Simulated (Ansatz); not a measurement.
**SrTiO3: a changed input and its effect**

System: SrTiO3 (Pmm2, 5 atoms in the cell).
Method of run 1: DFT PBEsol, scalar-relativistic, plane waves, PAW, PAW set soft_1, no spin polarisation (Ansatz 0.2.0).

The structure derives from an entry of the Crystallography Open Database. Text and figures count atoms from 1; the logs count them from 0 in places.

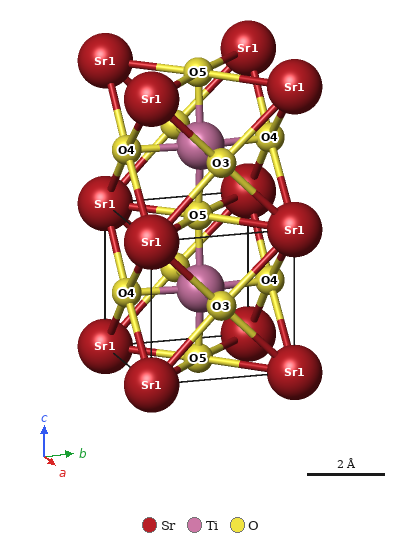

The structure (ball-and-stick view of the cell of the calculation, repeated 1 × 1 × 2, seen slightly off an axis; atoms are numbered from 1 in the order of the input). An atom can appear more than once, as a periodic image.

## The input, run 1
```yaml
crystal:
  lattice:
    - [3.9431369145, 0.0, 0.0]
    - [0.0, 3.9431369145, 0.0]
    - [0.0, 0.0, 3.89138154]
  atoms:
    - { symbol: Sr, position: [0.0072188559, 0.0, 0.0] }
    - { symbol: Ti, position: [0.5178206165, 0.5, 0.5] }
    - { symbol: O, position: [-0.0291211991, 0.5, 0.5] }
    - { symbol: O, position: [0.4681347103, 0.0, 0.5] }
    - { symbol: O, position: [0.4681347103, 0.5, 0.0] }
basis:
  ecutwfc: 520.0
kpoints:
  mp_grid: { grid: [8, 8, 8] }
hamiltonian:
  xc: pbesol
  pseudopotentials: { kind: paw, azcp: { folder: soft_1 } }
scf:
  occupations: { method: gaussian, width: 0.05 }
output:
  forces: true
  stress: true
  eigenvalues: true
```

Command:
```bash
ansatz run input.yaml --threads 2 --pin off --max-ram 4096MiB --backend cpu --events-out ev --progress --plain --runs-dir out
```

Hardware: 2 threads of Arm Neoverse N1, 98 GiB of memory available, shared host.

## Output, shortened to warnings, some set-up lines, iterations and results (run 1)
```
Warning: [file] the record states the generating functional pbe (its physics header spells it `PBE`), which answers neither for hamiltonian.xc's functional nor for the pbesol family's — results may be inconsistent (PPs are generated against a specific XC)
Warning: [file] the record states the generating functional pbe (its physics header spells it `PBE`), which answers neither for hamiltonian.xc's functional nor for the pbesol family's — results may be inconsistent (PPs are generated against a specific XC)
Warning: [file] the record states the generating functional pbe (its physics header spells it `PBE`), which answers neither for hamiltonian.xc's functional nor for the pbesol family's — results may be inconsistent (PPs are generated against a specific XC)
Basis set: ecut = 520 eV, 1623 PW (Γ), exchange–correlation on 60×60×60 points (8 copies of the dense FFT grid, shifted against one another)
Symmetry: 4 space group operations
k-points: 125 of 512 (time reversal used)
Initial density: superposition of atomic densities (chi_scale 0.1, normalization cell, long waves kept (reshape's long-wave potential 0.00 eV rms))
[...]
SCF iter   1: F=—  HF=-7657.479454 eV  |F-HF|=—  |Δ(HF+E_count)|=         —  Δρ=5.31e-2  dr2=1.37e0  ethr=3.10e-3  ⟨swp⟩=7.5  Hψ=16510  notcnv=0
SCF iter   2: F=—  HF=-7657.293217 eV  |F-HF|=—  |Δ(HF+E_count)|=   1.86e-1  Δρ=2.68e-2  dr2=4.56e-1  ethr=3.10e-3  ⟨swp⟩=2.3  Hψ=4964  notcnv=0  defer=125
SCF iter   3: F=—  HF=-7657.237802 eV  |F-HF|=—  |Δ(HF+E_count)|=   5.54e-2  Δρ=7.47e-3  dr2=2.40e-2  ethr=1.14e-3  ⟨swp⟩=2.3  Hψ=5951  notcnv=0  defer=125
SCF iter   4: F=—  HF=-7657.239193 eV  |F-HF|=—  |Δ(HF+E_count)|=   1.39e-3  Δρ=2.37e-3  dr2=2.13e-3  ethr=6.01e-5  ⟨swp⟩=2.1  Hψ=5042  notcnv=0
SCF iter   5: F=—  HF=-7657.239971 eV  |F-HF|=—  |Δ(HF+E_count)|=   7.78e-4  Δρ=3.22e-4  dr2=5.14e-5  ethr=5.33e-6  ⟨swp⟩=2.0  Hψ=5865  notcnv=0
SCF iter   6: F=—  HF=-7657.240109 eV  |F-HF|=—  |Δ(HF+E_count)|=   1.38e-4  Δρ=9.06e-5  dr2=5.44e-6  ethr=1.29e-7  ⟨swp⟩=2.0  Hψ=5262  notcnv=0
SCF iter   7: F=—  HF=-7657.240111 eV  |F-HF|=—  |Δ(HF+E_count)|=   2.32e-6  Δρ=2.76e-5  dr2=4.57e-7  ethr=1.36e-8  ⟨swp⟩=2.5  Hψ=5059  notcnv=0
SCF iter   8: F=-7657.240111 eV  HF=-7657.240111 eV  |F-HF|=4.04e-8  |Δ(HF+E_count)|=   3.98e-8  Δρ=1.18e-5  dr2=6.95e-8  ethr=2.50e-10  ⟨swp⟩=6.7  Hψ=15122  notcnv=0
SCF 1 converged in 8 iterations: F = -7657.240111 eV  dr2 = 6.95e-8
SCF converged after 8 iterations
Free energy (F): -7657.240111 eV
Harris-Foulkes:  -7657.240111 eV  (|F-HF|=4.04e-8)
Internal energy: -7657.240111 eV  (E = F + TS)
E sigma→0 (E₀):  -7657.240111 eV
Fermi energy:    10.614786 eV
--- Per-component energies (eV) ---
  E_band       = -217.408994
  E_kinetic    = 1018.227410
  E_local      = -2485.549917  (includes V_loc(G=0)·N_el)
  E_nonlocal   = 451.033478
  E_hartree    = 859.057027
  E_xc         = -504.090299
  E_vxc        = -576.548945  (∫ρ·V_xc dr)
  E_paw        = -4125.648211  (= ΣΔE_a)
  E_vpaw       = -342.683187  (= ΣTr[D̂ρ^β])
  E_aug_tail   = 0.000598  (compensation charges beyond the density's cutoff)
  E_ewald      = -2870.649792
  E_core_change = 0.379596  (= ΣΔE_core)
  E_smearing   = -0.000000  (= −TS)
  E_closure    = -0.000000  (closes the sum)
  Σ components = -7657.240111   (vs F -7657.240111, Δ=0.00e0)
--- Forces (eV/Å), atoms counted from 1 ---
  atom   1  Sr     0.12854807     0.00000000     0.00000000
  atom   2  Ti    -0.82512430     0.00000000     0.00000000
  atom   3  O      0.45671153     0.00000000     0.00000000
  atom   4  O      0.15421018     0.00000000     0.00000000
  atom   5  O      0.08557268     0.00000000     0.00000000
  max |Σ_I F_I| component: 8.18e-5 eV/Å
--- Stress (GPa, compression-positive) ---
        0.777838       0.000000       0.000000
        0.000000      -5.337389       0.000000
        0.000000       0.000000      -2.592394
  P = ⅓ Tr σ = -2.3840 GPa (-23.840 kbar)
```

Run 2 used a changed input.

## The two runs side by side

| quantity | run 1 | run 2 |
| --- | --- | --- |
| outcome | converged | converged |
| free energy per atom (eV) | −1531.4480 | −1531.4457 |
| gap on the mesh (eV) | 1.91 | 1.91 |
| pressure (GPa) | −2.38 | −2.38 |
| largest force (eV/Å) | 0.825 | 0.828 |
| SCF iterations | 8 | 8 |
| irreducible k-points | 125 | 125 |
| plane waves at Γ | 1623 | 1205 |
| wall time (shared host) | 23 s | 33 s |

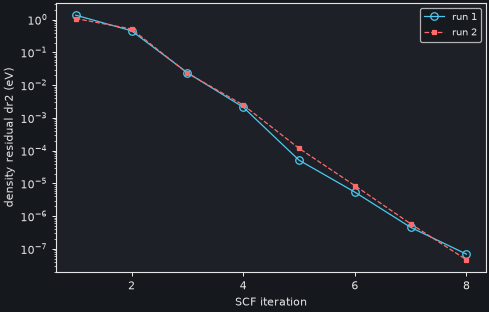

Convergence of the two runs: density residual dr2 against the SCF iteration. Run 1 takes 8 iterations in all, and run 2 takes 8.

Which change of the input explains these differences?

The change (lines with − go, lines with + come):
```diff
-  ecutwfc: 520.0
+  ecutrho_ratio: 4
+  eigensolver: { kind: davidson }
```

The free energy of run 2 is 2.4 meV per atom higher, which measures how much it depends on this numerical setting. More plane waves can only lower the energy of a fixed Hamiltonian, so the higher cutoff gives the lower value. The number of SCF iterations is the same. The plane waves at Γ go from 1623 to 1205. On the same kind of shared host run 2 took about 1.4 times as long.

## Output, shortened to warnings, some set-up lines, iterations and results (run 2)
```
Warning: [file] the record states the generating functional pbe (its physics header spells it `PBE`), which answers neither for hamiltonian.xc's functional nor for the pbesol family's — results may be inconsistent (PPs are generated against a specific XC)
Warning: [file] the record states the generating functional pbe (its physics header spells it `PBE`), which answers neither for hamiltonian.xc's functional nor for the pbesol family's — results may be inconsistent (PPs are generated against a specific XC)
Warning: [file] the record states the generating functional pbe (its physics header spells it `PBE`), which answers neither for hamiltonian.xc's functional nor for the pbesol family's — results may be inconsistent (PPs are generated against a specific XC)
Basis set: ecut = 420 eV, 1205 PW (Γ), exchange–correlation on 54×54×54 points (8 copies of the dense FFT grid, shifted against one another)
Symmetry: 4 space group operations
k-points: 125 of 512 (time reversal used)
Initial density: superposition of atomic densities (chi_scale 0.1, normalization cell, long waves kept (reshape's long-wave potential 0.00 eV rms))
[...]
SCF iter   1: F=—  HF=-7657.148752 eV  |F-HF|=—  |Δ(HF+E_count)|=         —  Δρ=4.91e-2  dr2=1.08e0  ethr=1.00e-1  ⟨swp⟩=4.7  Hψ=8686  notcnv=0
SCF iter   2: F=—  HF=-7657.318889 eV  |F-HF|=—  |Δ(HF+E_count)|=   1.70e-1  Δρ=2.84e-2  dr2=5.18e-1  ethr=2.70e-3  ⟨swp⟩=6.0  Hψ=9603  notcnv=0  defer=118
SCF iter   3: F=—  HF=-7657.228485 eV  |F-HF|=—  |Δ(HF+E_count)|=   9.04e-2  Δρ=8.36e-3  dr2=2.33e-2  ethr=5.66e-5  ⟨swp⟩=4.8  Hψ=16246  notcnv=0  defer=123
SCF iter   4: F=—  HF=-7657.227115 eV  |F-HF|=—  |Δ(HF+E_count)|=   1.37e-3  Δρ=2.53e-3  dr2=2.48e-3  ethr=5.66e-5  ⟨swp⟩=3.2  Hψ=6599  notcnv=0  defer=20
SCF iter   5: F=—  HF=-7657.228365 eV  |F-HF|=—  |Δ(HF+E_count)|=   1.25e-3  Δρ=4.78e-4  dr2=1.18e-4  ethr=6.20e-6  ⟨swp⟩=3.8  Hψ=6804  notcnv=0  defer=1
SCF iter   6: F=—  HF=-7657.228456 eV  |F-HF|=—  |Δ(HF+E_count)|=   9.16e-5  Δρ=1.27e-4  dr2=8.60e-6  ethr=2.96e-7  ⟨swp⟩=3.6  Hψ=7234  notcnv=0
SCF iter   7: F=—  HF=-7657.228267 eV  |F-HF|=—  |Δ(HF+E_count)|=   1.89e-4  Δρ=3.59e-5  dr2=5.86e-7  ethr=2.15e-8  ⟨swp⟩=3.9  Hψ=7894  notcnv=0
SCF iter   8: F=-7657.228267 eV  HF=-7657.228267 eV  |F-HF|=2.37e-8  |Δ(HF+E_count)|=   1.45e-7  Δρ=8.82e-6  dr2=4.68e-8  ethr=1.46e-9  ⟨swp⟩=3.9  Hψ=7501  notcnv=0
SCF 1 converged in 8 iterations: F = -7657.228267 eV  dr2 = 4.68e-8
  Residual-converged pass: ⟨swp⟩=4.0  Hψ=9106  notcnv=0  max |occ|·‖R‖ = 6.5e-6 eV (tolerance 6.7e-6 eV)  dr2=4.92e-8  dr2_onsite=5.62e-9  max |Δocc| = 9.0e-163
SCF converged after 8 iterations
Free energy (F): -7657.228267 eV
Harris-Foulkes:  -7657.228267 eV  (|F-HF|=2.37e-8)
Internal energy: -7657.228267 eV  (E = F + TS)
E sigma→0 (E₀):  -7657.228267 eV
Fermi energy:    10.614817 eV
--- Per-component energies (eV) ---
  E_band       = -217.409640
  E_kinetic    = 1018.586591
  E_local      = -2485.559080  (includes V_loc(G=0)·N_el)
  E_nonlocal   = 450.688480
  E_hartree    = 859.028255
  E_xc         = -504.182194
  E_vxc        = -576.668752  (∫ρ·V_xc dr)
  E_paw        = -4125.522317  (= ΣΔE_a)
  E_vpaw       = -342.510549  (= ΣTr[D̂ρ^β])
  E_aug_tail   = 0.002193  (compensation charges beyond the density's cutoff)
  E_ewald      = -2870.649792
  E_core_change = 0.379596  (= ΣΔE_core)
  E_smearing   = -0.000000  (= −TS)
  E_closure    = -0.000000  (closes the sum)
  Σ components = -7657.228267   (vs F -7657.228267, Δ=0.00e0)
--- Forces (eV/Å), atoms counted from 1 ---
  atom   1  Sr     0.12704925     0.00000000     0.00000000
  atom   2  Ti    -0.82788990     0.00000000     0.00000000
  atom   3  O      0.45869558     0.00000000     0.00000000
  atom   4  O      0.15546100     0.00000000     0.00000000
  atom   5  O      0.08673074     0.00000000     0.00000000
  max |Σ_I F_I| component: 4.67e-5 eV/Å
--- Stress (GPa, compression-positive) ---
        0.798033       0.000000       0.000000
        0.000000      -5.341542       0.000000
        0.000000       0.000000      -2.593579
  P = ⅓ Tr σ = -2.3790 GPa (-23.790 kbar)
```

For both runs: Warnings: the PAW datasets were made with another functional.
